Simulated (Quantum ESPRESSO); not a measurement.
Run report: Pb, projected density-of-states run

The run: projected density-of-states run of Pb (P-1, 2 atoms in the cell). Method and program: Kohn-Sham DFT of a periodic cell, WC, SSSP 1.3 efficiency PBE, no spin polarisation (Quantum ESPRESSO 7.5).

The structure derives from an entry of the Crystallography Open Database.

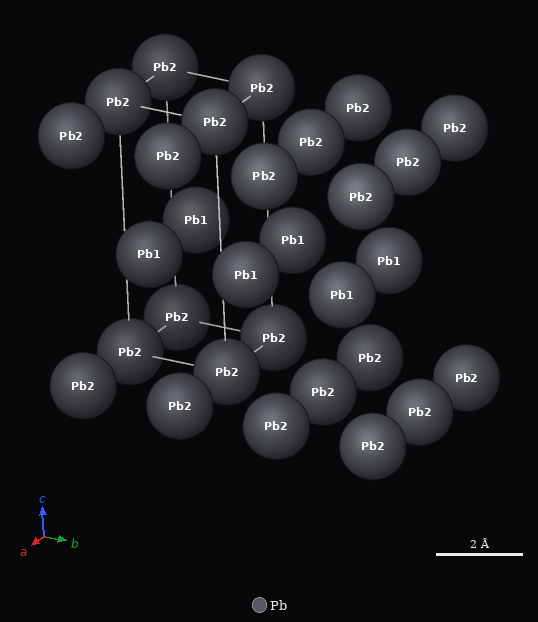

Figure 1. The structure as given in the input (spheres-only view of the cell of the calculation, repeated 2 × 3 × 1, seen slightly off an axis; atoms are numbered from 1 in the order of the input). An atom can appear more than once, as a periodic image.

**Input**
```
&CONTROL
  calculation = 'scf'
  prefix = 'pwscf'
  outdir = './tmp'
  pseudo_dir = './pseudo'
  tprnfor = .true.
  tstress = .true.
  disk_io = 'low'
/
&SYSTEM
  ibrav = 0
  nat = 2
  ntyp = 1
  ecutwfc = 55
  ecutrho = 440
  nbnd = 21
  input_dft = 'wc'
  occupations = 'smearing'
  smearing = 'mv'
  degauss = 0.00734986
/
&ELECTRONS
  conv_thr = 4d-10
  electron_maxstep = 120
  mixing_beta = 0.5
/
ATOMIC_SPECIES
Pb   207.2000 Pb.pbe-dn-kjpaw_psl.0.2.2.UPF
CELL_PARAMETERS angstrom
  -0.1082865100   -2.3952060500   -2.1276514000
  -2.5583525800   -0.0569762500   -2.1789616600
   2.9673983600    2.9581826100   -4.7099928500
ATOMIC_POSITIONS crystal
Pb     0.5011053600    0.5012917800    0.4990903800
Pb     0.9988946400    0.9987082200    0.0009096200
K_POINTS automatic
8 8 4 0 0 0
```

**File pp_density.in**
```
&INPUTPP
  prefix = 'pwscf'
  outdir = './tmp'
  filplot = 'density.dat'
  plot_num = 0
/
&PLOT
  nfile = 1
  filepp(1) = 'density.dat'
  iflag = 3
  output_format = 6
  fileout = 'density.cube'
/
```

**File pp_potential.in**
```
&INPUTPP
  prefix = 'pwscf'
  outdir = './tmp'
  filplot = 'potential.dat'
  plot_num = 11
/
&PLOT
  nfile = 1
  filepp(1) = 'potential.dat'
  iflag = 3
  output_format = 6
  fileout = 'potential.cube'
/
```

**File nscf.in**
```
&CONTROL
  calculation = 'nscf'
  prefix = 'pwscf'
  outdir = './tmp'
  pseudo_dir = './pseudo'
  disk_io = 'low'
/
&SYSTEM
  ibrav = 0
  nat = 2
  ntyp = 1
  ecutwfc = 55
  ecutrho = 440
  nbnd = 21
  input_dft = 'wc'
  occupations = 'tetrahedra_opt'
/
&ELECTRONS
  conv_thr = 1d-08
  electron_maxstep = 120
  mixing_beta = 0.5
/
ATOMIC_SPECIES
Pb   207.2000 Pb.pbe-dn-kjpaw_psl.0.2.2.UPF
CELL_PARAMETERS angstrom
  -0.1082865100   -2.3952060500   -2.1276514000
  -2.5583525800   -0.0569762500   -2.1789616600
   2.9673983600    2.9581826100   -4.7099928500
ATOMIC_POSITIONS crystal
Pb     0.5011053600    0.5012917800    0.4990903800
Pb     0.9988946400    0.9987082200    0.0009096200
K_POINTS automatic
12 12 6 0 0 0
```

**File projwfc.in**
```
&PROJWFC
  prefix = 'pwscf'
  outdir = './tmp'
  filpdos = 'p'
  Emin = -4
  Emax = 21
  DeltaE = 0.05
/
```

Hardware: 1 thread of Intel Xeon (Sapphire Rapids), 16 GiB of memory available, shared host.

Run as:
```bash
OMP_NUM_THREADS=1 pw.x -in pw.in > pw.out
OMP_NUM_THREADS=1 pp.x -in pp_density.in > pp_density.out
OMP_NUM_THREADS=1 pp.x -in pp_potential.in > pp_potential.out
OMP_NUM_THREADS=1 pw.x -in nscf.in > nscf.out
OMP_NUM_THREADS=1 projwfc.x -in projwfc.in > projwfc.out
```

**What the program printed**
```
This program is part of the open-source Quantum ESPRESSO suite
     for quantum simulation of materials; please cite
         "P. Giannozzi et al., J. Phys.:Condens. Matter 21 395502 (2009);
         "P. Giannozzi et al., J. Phys.:Condens. Matter 29 465901 (2017);
         "P. Giannozzi et al., J. Chem. Phys. 152 154105 (2020);
          URL
     in publications or presentations arising from this work. More details at

     file Pb.pbe-dn-kjpaw_psl.0.2.2.UPF: wavefunction(s)  6S renormalized

     IMPORTANT: XC functional enforced from input :
     Exchange-correlation= WC
                           (   1   4  11   4   0   0   0)
     Any further DFT definition will be discarded
     Please, verify this is what you really want

     Message from routine setup:
     using ibrav=0 with symmetry is DISCOURAGED, use correct ibrav instead

     G-vector sticks info
     --------------------
     sticks:   dense  smooth     PW     G-vecs:    dense   smooth      PW
     Sum        1193     595    187                62479    22049    3891

     Using Slab Decomposition

     bravais-lattice index     =            0
     lattice parameter (alat)  =       6.0576  a.u.
     unit-cell volume          =     400.6101 (a.u.)^3
     number of atoms/cell      =            2
     number of atomic types    =            1
     number of electrons       =        28.00
     number of Kohn-Sham states=           21
     kinetic-energy cutoff     =      55.0000  Ry
     charge density cutoff     =     440.0000  Ry
     scf convergence threshold =      4.0E-10
     mixing beta               =       0.5000
     number of iterations used =            8  plain     mixing
     Exchange-correlation= WC
                           (   1   4  11   4   0   0   0)

     celldm(1)=   6.057637  celldm(2)=   0.000000  celldm(3)=   0.000000
     celldm(4)=   0.000000  celldm(5)=   0.000000  celldm(6)=   0.000000

     crystal axes: (cart. coord. in units of alat)
               a(1) = (  -0.033781  -0.747203  -0.663737 )
               a(2) = (  -0.798098  -0.017774  -0.679744 )
               a(3) = (   0.925703   0.922828  -1.469318 )

     reciprocal axes: (cart. coord. in units 2 pi/alat)
               b(1) = (  0.362550 -0.999812 -0.399533 )
               b(2) = ( -0.949039  0.368463 -0.366496 )
               b(3) = (  0.275274  0.281186 -0.330556 )

     PseudoPot. # 1 for Pb read from file:
     Pb.pbe-dn-kjpaw_psl.0.2.2.UPF
     Pseudo is Projector augmented-wave + core cor, Zval = 14.0
     Generated using "atomic" code by A. Dal Corso  v.5.0.99 svn rev. 10869
     Shape of augmentation charge: PSQ
     Using radial grid of 1281 points,  6 beta functions with:
                l(1) =   0
                l(2) =   0
                l(3) =   1
                l(4) =   1
                l(5) =   2
                l(6) =   2
     Q(r) pseudized with 0 coefficients

     atomic species   valence    mass     pseudopotential
     Pb               14.00   207.20000     Pb( 1.00)

      2 Sym. Ops., with inversion, found ( 1 have fractional translation)

   Cartesian axes

     site n.     atom                  positions (alat units)
         1        Pb     tau(   1) = (   0.0450017   0.0772370  -1.4066747  )
         2        Pb     tau(   2) = (  -0.8299680  -0.7632886  -1.3432055  )

     number of k points=   132  Marzari-Vanderbilt smearing, width (Ry)=  0.0073

     Number of k-points >= 100: set verbosity='high' to print them.

     Dense  grid:    62479 G-vectors     FFT dimensions: (  48,  48,  80)

     Smooth grid:    22049 G-vectors     FFT dimensions: (  30,  30,  60)

     Initial potential from superposition of free atoms

     starting charge      27.9953, renormalised to      28.0000
     Starting wfcs are   18 randomized atomic wfcs +    3 random wfcs

     Self-consistent Calculation

     iteration #  1     ecut=    55.00 Ry     beta= 0.50
     Davidson diagonalization with overlap
     ethr =  1.00E-02,  avg # of iterations =  6.1

     Threshold (ethr) on eigenvalues was too large:
     Diagonalizing with lowered threshold

     Davidson diagonalization with overlap
     ethr =  2.07E-05,  avg # of iterations = 10.5

     total energy              =   -1735.82691204 Ry
     estimated scf accuracy    <       0.00834288 Ry

     iteration #  2     ecut=    55.00 Ry     beta= 0.50
     Davidson diagonalization with overlap
     ethr =  2.98E-05,  avg # of iterations =  2.0

     total energy              =   -1735.82772686 Ry
     estimated scf accuracy    <       0.00045162 Ry

     iteration #  3     ecut=    55.00 Ry     beta= 0.50
     Davidson diagonalization with overlap
     c_bands:  1 eigenvalues not converged
     c_bands:  1 eigenvalues not converged
     ethr =  1.61E-06,  avg # of iterations =  7.0

     total energy              =   -1735.82840641 Ry
     estimated scf accuracy    <       0.00073250 Ry

     iteration #  4     ecut=    55.00 Ry     beta= 0.50
     Davidson diagonalization with overlap
     ethr =  1.61E-06,  avg # of iterations =  1.6

     total energy              =   -1735.82820611 Ry
     estimated scf accuracy    <       0.00121749 Ry

     iteration #  5     ecut=    55.00 Ry     beta= 0.50
     Davidson diagonalization with overlap
     ethr =  1.61E-06,  avg # of iterations =  2.0

     total energy              =   -1735.82824036 Ry
     estimated scf accuracy    <       0.00008552 Ry

     iteration #  6     ecut=    55.00 Ry     beta= 0.50
     Davidson diagonalization with overlap
     ethr =  3.05E-07,  avg # of iterations =  2.1

     total energy              =   -1735.82824885 Ry
     estimated scf accuracy    <       0.00001251 Ry

     iteration #  7     ecut=    55.00 Ry     beta= 0.50
     Davidson diagonalization with overlap
     ethr =  4.47E-08,  avg # of iterations =  4.6

     total energy              =   -1735.82825405 Ry
     estimated scf accuracy    <       0.00000269 Ry

     iteration #  8     ecut=    55.00 Ry     beta= 0.50
     Davidson diagonalization with overlap
     ethr =  9.59E-09,  avg # of iterations =  3.0

     total energy              =   -1735.82825435 Ry
     estimated scf accuracy    <       0.00000037 Ry

     iteration #  9     ecut=    55.00 Ry     beta= 0.50
     Davidson diagonalization with overlap
     ethr =  1.31E-09,  avg # of iterations =  4.8

     total energy              =   -1735.82825452 Ry
     estimated scf accuracy    <       0.00000014 Ry

     iteration # 10     ecut=    55.00 Ry     beta= 0.50
     Davidson diagonalization with overlap
     ethr =  5.03E-10,  avg # of iterations =  2.4

     total energy              =   -1735.82825451 Ry
     estimated scf accuracy    <       0.00000008 Ry

     iteration # 11     ecut=    55.00 Ry     beta= 0.50
     Davidson diagonalization with overlap
     ethr =  2.92E-10,  avg # of iterations =  2.7

     total energy              =   -1735.82825452 Ry
     estimated scf accuracy    <          6.0E-09 Ry

     iteration # 12     ecut=    55.00 Ry     beta= 0.50
     Davidson diagonalization with overlap
     ethr =  2.14E-11,  avg # of iterations =  6.0

     total energy              =   -1735.82825453 Ry
     estimated scf accuracy    <          1.6E-09 Ry

     iteration # 13     ecut=    55.00 Ry     beta= 0.50
     Davidson diagonalization with overlap
     ethr =  5.81E-12,  avg # of iterations =  2.3

     total energy              =   -1735.82825453 Ry
     estimated scf accuracy    <          1.5E-09 Ry

     iteration # 14     ecut=    55.00 Ry     beta= 0.50
     Davidson diagonalization with overlap
     ethr =  5.36E-12,  avg # of iterations =  1.7

     End of self-consistent calculation

     Number of k-points >= 100: set verbosity='high' to print the bands.

     the Fermi energy is    11.3263 ev

!    total energy              =   -1735.82825453 Ry
     total all-electron energy =    -83522.885186 Ry
     estimated scf accuracy    <          3.3E-10 Ry
     smearing contrib. (-TS)   =      -0.00004688 Ry
     internal energy E=F+TS    =   -1735.82820765 Ry

     The total energy is F=E-TS. E is the sum of the following terms:
     one-electron contribution =     -55.30807501 Ry
     hartree contribution      =      52.57913001 Ry
     xc contribution           =     -88.43233364 Ry
     ewald contribution        =    -192.78315260 Ry
     one-center paw contrib.   =   -1451.88377641 Ry

     convergence has been achieved in  14 iterations

     Forces acting on atoms (cartesian axes, Ry/au):

     atom    1 type  1   force =     0.00009660    0.00009918   -0.00018212
     atom    2 type  1   force =    -0.00009660   -0.00009918    0.00018212

     Total force =     0.000324     Total SCF correction =     0.000003

     Computing stress (Cartesian axis) and pressure

          total   stress  (Ry/bohr**3)                   (kbar)     P=       16.56
   0.00005330  -0.00003826   0.00011182            7.84       -5.63       16.45
  -0.00003826   0.00012230   0.00020740           -5.63       17.99       30.51
   0.00011182   0.00020740   0.00016208           16.45       30.51       23.84

=------------------------------------------------------------------------------=
   JOB DONE.
=------------------------------------------------------------------------------=
```

**File pp_density.out**
```
This program is part of the open-source Quantum ESPRESSO suite
     for quantum simulation of materials; please cite
         "P. Giannozzi et al., J. Phys.:Condens. Matter 21 395502 (2009);
         "P. Giannozzi et al., J. Phys.:Condens. Matter 29 465901 (2017);
         "P. Giannozzi et al., J. Chem. Phys. 152 154105 (2020);
          URL
     in publications or presentations arising from this work. More details at

     ./tmp/pwscf.save/
     file Pb.pbe-dn-kjpaw_psl.0.2.2.UPF: wavefunction(s)  6S renormalized

     IMPORTANT: XC functional enforced from input :
     Exchange-correlation= WC
                           (   1   4  11   4   0   0   0)
     Any further DFT definition will be discarded
     Please, verify this is what you really want

     G-vector sticks info
     --------------------
     sticks:   dense  smooth     PW     G-vecs:    dense   smooth      PW
     Sum        1193     595    187                62479    22049    3891

     Using Slab Decomposition

     Calling punch_plot, plot_num =   0
     Writing data to file  density.dat
     Reading data from file  density.dat

     Writing data to be plotted to file density.cube
     Plot Type: 3D                     Output format: Gaussian cube

=------------------------------------------------------------------------------=
   JOB DONE.
=------------------------------------------------------------------------------=
```

**File pp_potential.out**
```
This program is part of the open-source Quantum ESPRESSO suite
     for quantum simulation of materials; please cite
         "P. Giannozzi et al., J. Phys.:Condens. Matter 21 395502 (2009);
         "P. Giannozzi et al., J. Phys.:Condens. Matter 29 465901 (2017);
         "P. Giannozzi et al., J. Chem. Phys. 152 154105 (2020);
          URL
     in publications or presentations arising from this work. More details at

     ./tmp/pwscf.save/
     file Pb.pbe-dn-kjpaw_psl.0.2.2.UPF: wavefunction(s)  6S renormalized

     IMPORTANT: XC functional enforced from input :
     Exchange-correlation= WC
                           (   1   4  11   4   0   0   0)
     Any further DFT definition will be discarded
     Please, verify this is what you really want

     G-vector sticks info
     --------------------
     sticks:   dense  smooth     PW     G-vecs:    dense   smooth      PW
     Sum        1193     595    187                62479    22049    3891

     Using Slab Decomposition

     Calling punch_plot, plot_num =  11
     Writing data to file  potential.dat
     Reading data from file  potential.dat

     Writing data to be plotted to file potential.cube
     Plot Type: 3D                     Output format: Gaussian cube

=------------------------------------------------------------------------------=
   JOB DONE.
=------------------------------------------------------------------------------=
```

**File projwfc.out**
```
This program is part of the open-source Quantum ESPRESSO suite
     for quantum simulation of materials; please cite
         "P. Giannozzi et al., J. Phys.:Condens. Matter 21 395502 (2009);
         "P. Giannozzi et al., J. Phys.:Condens. Matter 29 465901 (2017);
         "P. Giannozzi et al., J. Chem. Phys. 152 154105 (2020);
          URL
     in publications or presentations arising from this work. More details at

     ./tmp/pwscf.save/
     file Pb.pbe-dn-kjpaw_psl.0.2.2.UPF: wavefunction(s)  6S renormalized

     IMPORTANT: XC functional enforced from input :
     Exchange-correlation= WC
                           (   1   4  11   4   0   0   0)
     Any further DFT definition will be discarded
     Please, verify this is what you really want

     G-vector sticks info
     --------------------
     sticks:   dense  smooth     PW     G-vecs:    dense   smooth      PW
     Sum        1193     595    189                62479    22049    3937

     Using Slab Decomposition

     Optimized tetrahedron method (read from file)
     [opt_tetra]  Optimized tetrahedron method is used.

     Calling projwave ....

  Problem Sizes
  natomwfc =           18
  nbnd     =           21
  nkstot   =          436
  npwx     =         2782
  nkb      =           36

     Atomic states used for projection
     (read from pseudopotential files):

     state #   1: atom   1 (Pb ), wfc  1 (l=0 m= 1)
     state #   2: atom   1 (Pb ), wfc  2 (l=1 m= 1)
     state #   3: atom   1 (Pb ), wfc  2 (l=1 m= 2)
     state #   4: atom   1 (Pb ), wfc  2 (l=1 m= 3)
     state #   5: atom   1 (Pb ), wfc  3 (l=2 m= 1)
     state #   6: atom   1 (Pb ), wfc  3 (l=2 m= 2)
     state #   7: atom   1 (Pb ), wfc  3 (l=2 m= 3)
     state #   8: atom   1 (Pb ), wfc  3 (l=2 m= 4)
     state #   9: atom   1 (Pb ), wfc  3 (l=2 m= 5)
     state #  10: atom   2 (Pb ), wfc  1 (l=0 m= 1)
     state #  11: atom   2 (Pb ), wfc  2 (l=1 m= 1)
     state #  12: atom   2 (Pb ), wfc  2 (l=1 m= 2)
     state #  13: atom   2 (Pb ), wfc  2 (l=1 m= 3)
     state #  14: atom   2 (Pb ), wfc  3 (l=2 m= 1)
     state #  15: atom   2 (Pb ), wfc  3 (l=2 m= 2)
     state #  16: atom   2 (Pb ), wfc  3 (l=2 m= 3)
     state #  17: atom   2 (Pb ), wfc  3 (l=2 m= 4)
     state #  18: atom   2 (Pb ), wfc  3 (l=2 m= 5)

[... projections at each k point ...]
Lowdin Charges:

     Atom #   1: total charge =  13.9718, s =  1.7993,
     Atom #   1: total charge =  13.9718, p =  2.1881, pz=  0.7361, px=  0.7193, py=  0.7328,
     Atom #   1: total charge =  13.9718, d =  9.9843, dz2=  1.9983, dxz=  1.9966, dyz=  1.9953, dx2-y2=  1.9967, dxy=  1.9974,
     Atom #   2: total charge =  13.9718, s =  1.7993,
     Atom #   2: total charge =  13.9718, p =  2.1881, pz=  0.7361, px=  0.7193, py=  0.7328,
     Atom #   2: total charge =  13.9718, d =  9.9843, dz2=  1.9983, dxz=  1.9966, dyz=  1.9953, dx2-y2=  1.9967, dxy=  1.9974,
     Spilling Parameter:   0.0020

=------------------------------------------------------------------------------=
   JOB DONE.
=------------------------------------------------------------------------------=
```

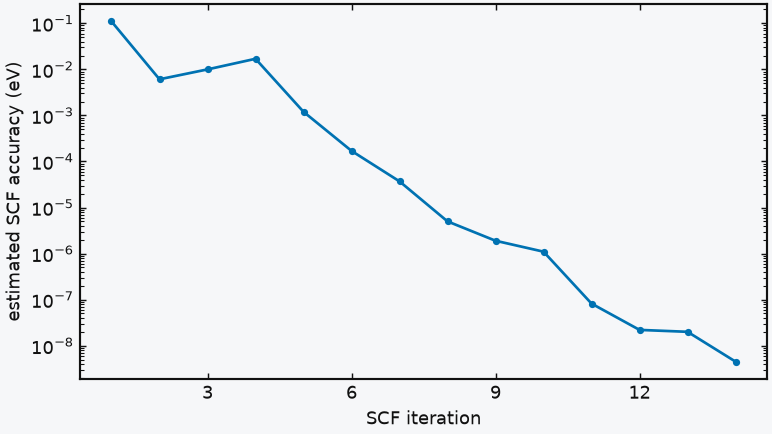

Figure 2. Convergence of the self-consistent field: estimated SCF accuracy against the iteration. The field takes 14 iterations in all.

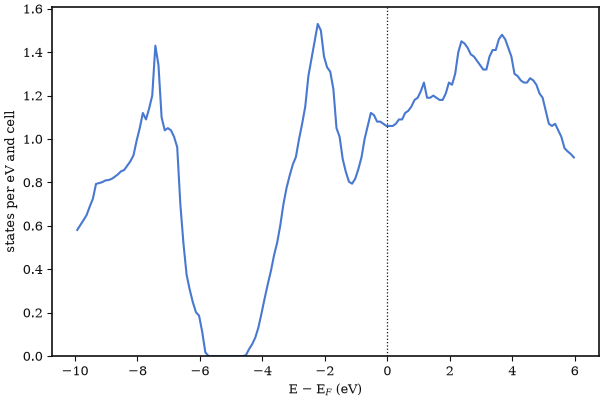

Figure 3. Density of states from the levels on the mesh of the run, whose fine structure reflects that mesh, with energies from the Fermi level of the run. At the top of the window the curve may fall because the computed bands end.

**Summary**

- outcome: converged
- space group (tolerance 0.01 Å): P-1 (2)
- electrons treated: 28
- free energy: −23617.1465 eV
- Fermi energy: 11.326 eV
- gap on the k-point mesh: none (metallic)
- pressure: 1.66 GPa
- largest force (length of the vector): 0.006 eV/Å
- wall time: 14 min
- peak memory: 0.44 GiB

**Remarks**

Further notes kept with the run: potentials made for another functional. Notes on the run: eigenvalues not converged. Points of doubt noted for this run: potentials made for another functional. Spin–orbit coupling is left out, which matters for Pb.
